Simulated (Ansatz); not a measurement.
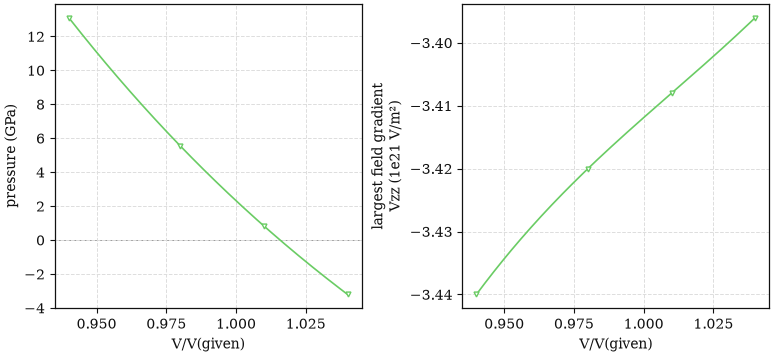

Plotted: pressure and largest field gradient Vzz against V/V(given) for TiSi₂, space group Fddd (No. 70).

Cell as given: a = 5.926 Å, b = 4.884 Å, c = 4.760 Å, α = 75.82°, β = 53.04°, γ = 51.14°; 6 atoms.

Computed with Ansatz 0.2.0: periodic Kohn-Sham DFT of a crystal at fixed atoms, scaled to the stated factor times the given cell; pressure positive in compression. Level: PBE.

- method: frozen-core PAW
- relativity: scalar
- k mesh: 8×8×8
- occupations: Fermi–Dirac
- smearing width: 0.08 eV
- wave cutoff: 420 eV
- PAW set: soft_2

V(given) is 13.96 Å³/atom.

### Read off the course of the pressure.

It falls from 13.1 GPa at V/V(given) 0.94 to −3.2 GPa at 1.04, and changes sign near 1.02.

### What does the largest field gradient Vzz do across the range?

It rises from −3.440 1e21 V/m² at V/V(given) 0.94 to −3.396 1e21 V/m² at 1.04.

Keep in mind: no gap: field gradients move with the k mesh; shape and atomic fractions are frozen while scaling, which makes layered, chain and framework solids too stiff.
